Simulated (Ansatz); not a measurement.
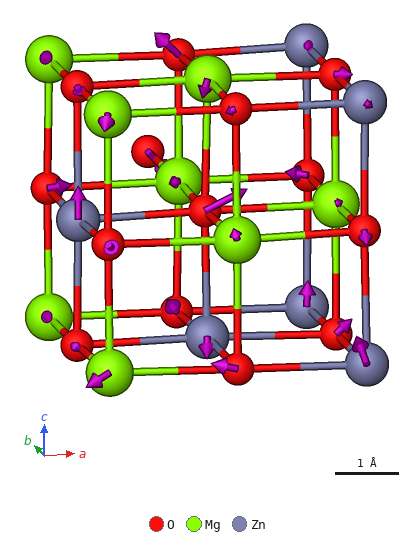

A relaxation of crystalline O32Mg20Zn12 (a generated structure, set up in P1). The starting structure is drawn; purple arrows show the displacements, magnified 10 times.

A ball-and-stick model of the atoms within 4.2 Å of the atom that moves most (axes of the cell of the calculation), seen slightly off an axis.

Method: DFT, PBEsol, PAW, plane waves (Ansatz 0.2.0). (plane-wave cutoff 420 eV; k-point mesh 1 × 1 × 1; mesh shifted by (0.25, 0.25, 0.25); no spin polarisation; cell relaxed at fixed shape; force threshold 0.03 eV/Å; at most 80 steps)

**Describe the change and its energy.**

An O atom moves most: 0.078 Å roughly along [3 −1 2]. Largest moves by element: O 0.078 Å, Mg 0.067 Å, Zn 0.064 Å. The lattice vectors keep their values. Near-neighbour distances that change, for instance: O–Zn 2.183 → 2.110 Å, Mg–O 2.164 → 2.095 Å, O–Zn 2.070 → 2.139 Å, O–Zn 2.058 → 2.116 Å. Bond angles that change, for instance: Mg–O–Zn 92.2° → 89.2°, Mg–O–Mg 88.7° → 91.6°, Mg–O–Zn 92.2° → 89.6°. The space group (tolerance 0.01 Å) goes from P1 (No. 1) to Pma2 (No. 28). The energy falls by 8.3 meV per atom in 4 geometry steps. The largest force component goes from 0.65 to 0.0062 eV/Å. Pressure: 0.59 GPa at the start and 0.00 GPa at the end. The run took 6.4 s on 1 × NVIDIA GB300 Max-Q with 8 threads of Arm Neoverse-V2, peak memory 1.9 GiB.
